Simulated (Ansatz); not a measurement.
## EuS: 7 runs along one coordinate

System: EuS (Fm-3m, 2 atoms in the cell).
Method: Kohn-Sham DFT of a periodic cell, PBE, PseudoDojo 3+ lanthanides with PseudoDojo standard, spin-polarised (Ansatz 0.2.0).

The 7 runs differ only in the geometry, by an even scaling of the cell at fixed fractional positions. The structure derives from an entry of the Crystallography Open Database.

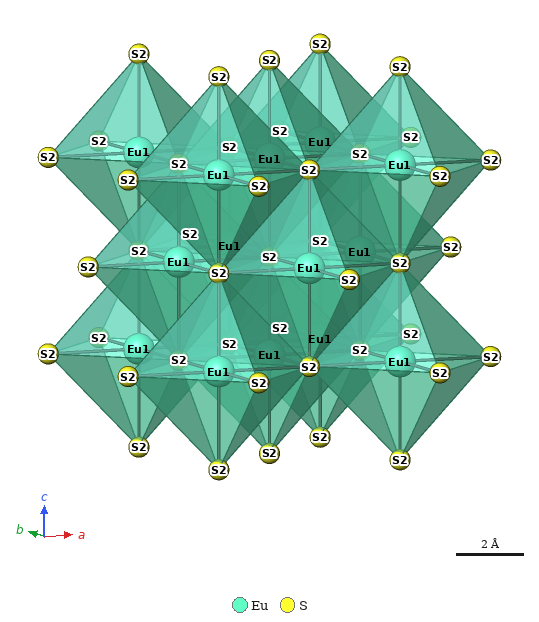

Figure 1. The structure of run 4 (polyhedral view of the cell 4 times as large as that of the calculation, set on its symmetry axes, seen slightly off an axis; polyhedra are completed across the faces of the cell; atoms are numbered from 1 in the order of the input).

## Input of run 4
```yaml
crystal:
  lattice:
    - [0.0, 2.9785, 2.9785]
    - [2.9785, 0.0, 2.9785]
    - [2.9785, 2.9785, 0.0]
  atoms:
    - { symbol: Eu, position: [0.0, 0.0, 0.0], spin: 7.0 }
    - { symbol: S, position: [0.5, 0.5, 0.5] }
hamiltonian:
  xc: pbe
  pseudopotentials: { kind: nc, accuracy: standard, azcp: { Eu: Eu_3plus.nc.azcp } }
magnetization:
  spin_polarized: true
kpoints:
  mp_grid: { grid: [8, 8, 8] }
scf:
  occupations: { method: fermi_dirac, width: 0.05 }
output:
  forces: true
  stress: true
  eigenvalues: true
```

Command:
```bash
ansatz run input.yaml --threads 2 --pin off --max-ram 5120MiB --backend cpu --events-out ev --progress --plain --runs-dir out
```

Run 3 differs from it as follows:
```diff
-    - [0.0, 2.9785, 2.9785]
-    - [2.9785, 0.0, 2.9785]
-    - [2.9785, 2.9785, 0.0]
+    - [0.0, 2.9585094648, 2.9585094648]
+    - [2.9585094648, 0.0, 2.9585094648]
+    - [2.9585094648, 2.9585094648, 0.0]
```

## Results, with one run withheld

| run | volume per atom (Å³) | free energy per atom, from the lowest run given (meV) | pressure (GPa) |
| --- | --- | --- | --- |
| 1 | 24.838 | 0.00 | −8.11 |
| 2 | 25.367 | 28.54 | −9.17 |
| 3 | 25.895 | ? | ? |
| 4 | 26.424 | 94.86 | −10.85 |
| 5 | 26.952 | 131.79 | −11.53 |
| 6 | 27.481 | 170.83 | −12.13 |
| 7 | 28.009 | 211.68 | −12.63 |

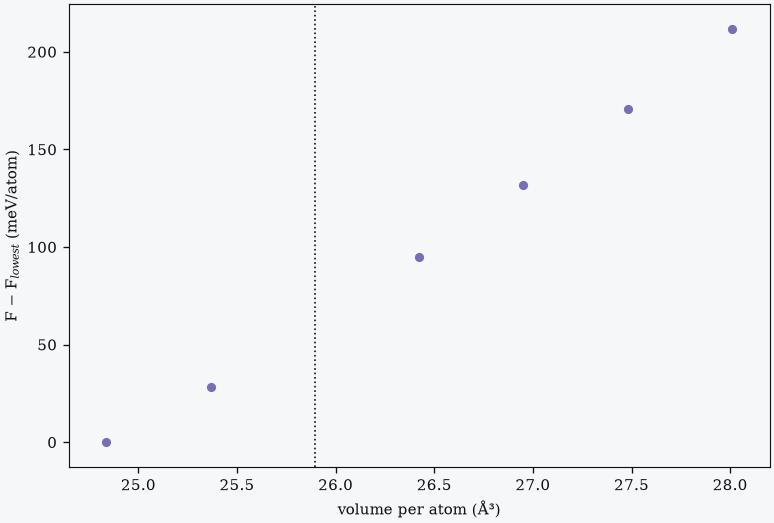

Figure 2. Free energy per atom of the runs given; the dotted line marks run 3.

What should run 3 give?

A cubic polynomial in V^(−2/3) (the Birch–Murnaghan form), fitted to the 6 runs given, misses them by at most 0.03 meV per atom. With x = V^(−2/3) − 0.11258 Å⁻², it reads F = 98.2 − 24050 x + 7.9759e+05 x² + 2.6086e+06 x³ (meV per atom). At run 3 it gives 60.27 meV per atom, and the run itself gives 60.32. The slope of the fit gives a pressure −dF/dV of −10.07 GPa there, and the run prints −10.08 GPa. The fit has no minimum inside this range.

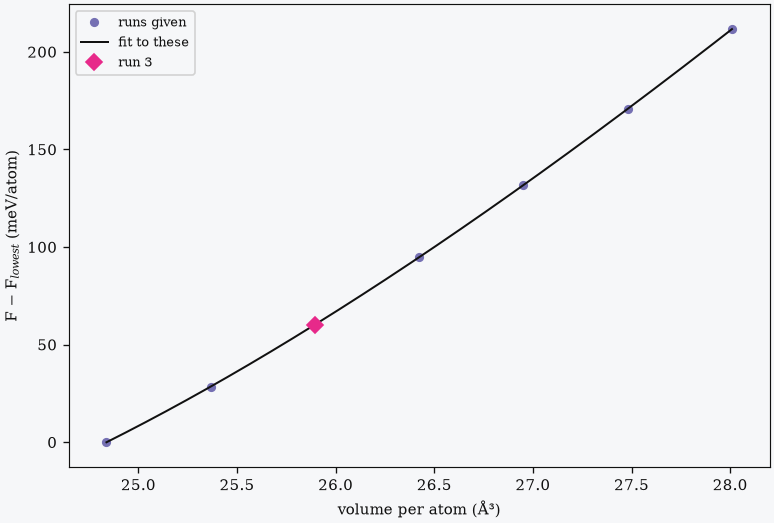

Figure 3. The fit and the withheld run.

## Output, shortened to warnings, some set-up lines, iterations and results (run 3)
```
WARN: the starting moments were not kept: the SCF closed with an absolute magnetisation of 1.2e-5 μB, where they sum to 7 μB in size (1 site). That is at most 0.1 of that sum. Measured as dr2_m measures the in/out step, that magnetisation stands 8.8e-12 eV from none, at or under the dr2_threshold of 1.0e-7 eV: it is no larger than a step whose dr2_m would equal this threshold. The system may hold …
Basis set: ecut = 770 eV, 2565 PW (Γ), exchange–correlation on 80×80×80 points (8 copies of the dense FFT grid, shifted against one another)
Symmetry: 48 space group operations
k-points: 29 of 512
Initial density: superposition of atomic densities (chi_scale 0.1, normalization cell)
[...]
SCF iter   1: F=—  HF=-1409.440433 eV  |F-HF|=—  |Δ(HF+E_count)|=         —  Δρ=1.51e-1 (↑1.51e-1 ↓1.47e-1)  dr2=9.41e-1  dr2_m=1.04e1  M=0.953 μB ∫|m|=1.183 μB  β_m=0.30  …
SCF iter   2: F=—  HF=-1412.236633 eV  |F-HF|=—  |Δ(HF+E_count)|=    2.80e0  Δρ=1.08e-1 (↑1.08e-1 ↓1.04e-1)  dr2=4.47e-1  dr2_m=5.31e0  M=0.802 μB ∫|m|=0.996 μB  β_m=0.30  …
SCF iter   3: F=—  HF=-1413.582114 eV  |F-HF|=—  |Δ(HF+E_count)|=    1.35e0  Δρ=7.59e-2 (↑7.59e-2 ↓7.55e-2)  dr2=2.38e-2  dr2_m=2.71e0  M=0.638 μB ∫|m|=0.829 μB  β_m=0.30  …
SCF iter   4: F=—  HF=-1414.335550 eV  |F-HF|=—  |Δ(HF+E_count)|=   7.53e-1  Δρ=5.39e-2 (↑5.38e-2 ↓5.39e-2)  dr2=7.75e-3  dr2_m=1.37e0  M=0.600 μB ∫|m|=0.746 μB  β_m=0.30  …
SCF iter   5: F=—  HF=-1414.718770 eV  |F-HF|=—  |Δ(HF+E_count)|=   3.83e-1  Δρ=3.88e-2 (↑3.88e-2 ↓3.85e-2)  dr2=2.14e-4  dr2_m=7.08e-1  M=0.527 μB ∫|m|=0.644 μB  β_m=0.30  …
[... 5 lines ...]
SCF iter  11: F=—  HF=-1415.196883 eV  |F-HF|=—  |Δ(HF+E_count)|=   1.76e-3  Δρ=3.92e-5 (↑3.92e-5 ↓3.87e-5)  dr2=3.07e-7  dr2_m=6.48e-7  M=0.003 μB ∫|m|=0.003 μB  β_m=0.96  …
SCF iter  12: F=—  HF=-1415.196890 eV  |F-HF|=—  |Δ(HF+E_count)|=   6.97e-6  Δρ=1.20e-5 (↑1.09e-5 ↓1.20e-5)  dr2=2.19e-8  dr2_m=5.91e-8  M=0.001 μB ∫|m|=0.001 μB  β_m=0.98  …
SCF iter  13: F=—  HF=-1415.196890 eV  |F-HF|=—  |Δ(HF+E_count)|=   6.30e-7  Δρ=1.30e-6 (↑1.07e-6 ↓1.30e-6)  dr2=2.34e-9  dr2_m=2.68e-10  M=0.000 μB ∫|m|=0.000 μB  β_m=0.99  …
SCF iter  14: F=-1415.196890 eV  HF=-1415.196890 eV  |F-HF|=6.46e-11  |Δ(HF+E_count)|=   2.22e-9  Δρ=3.13e-7 (↑2.71e-7 ↓3.13e-7)  dr2=1.97e-10  dr2_m=1.33e-11  M=-0.000 μB …
SCF 1 converged in 14 iterations: F = -1415.196890 eV  dr2 = 1.97e-10
SCF converged after 14 iterations
Magnetization: -0.0000 μB (8.5000 up, 8.5000 down)
Absolute magnetization: 0.0000 μB (∫|ρ↑−ρ↓|)
Spin contamination: 0.0000 ħ² per cell (⟨S²⟩ above its minimum at these occupations)
Per-site moments (μB) at R_I (Å): [(-3.5041140964389523e-6, 1.2203851542300002), (3.6285225242018886e-7, 1.2203851542300002)]
Free energy (F): -1415.196890 eV
Harris-Foulkes:  -1415.196890 eV  (|F-HF|=6.46e-11)
Internal energy: -1415.186246 eV  (E = F + TS)
E sigma→0 (E₀):  -1415.191568 eV
Entropy (-TS):   -0.010644 eV (-5.322 meV/atom)
Fermi energy:    10.437014 eV
--- Per-component energies (eV) ---
  E_band       = -102.786091
  E_kinetic    = 366.015565
  E_local      = -637.758987  (includes V_loc(G=0)·N_el)
  E_nonlocal   = 96.851619
  E_hartree    = 172.438608
  E_xc         = -361.822584
  E_vxc        = -272.771280  (∫ρ·V_xc dr)
  E_ewald      = -1050.910467
  E_smearing   = -0.010644  (= −TS)
  E_closure    = 0.000000  (closes the sum)
  Σ components = -1415.196890   (vs F -1415.196890, Δ=0.00e0)
--- Forces (eV/Å), atoms counted from 1 ---
  atom   1  Eu    -0.00000000     0.00000000     0.00000000
  atom   2  S      0.00000000    -0.00000000    -0.00000000
  max |Σ_I F_I| component: 6.25e-31 eV/Å
--- Stress (GPa, compression-positive) ---
      -10.075347      -0.000000       0.000000
       -0.000000     -10.075347       0.000000
        0.000000       0.000000     -10.075347
  P = ⅓ Tr σ = -10.0753 GPa (-100.753 kbar)
```

The program warns: some starting moments were not kept.
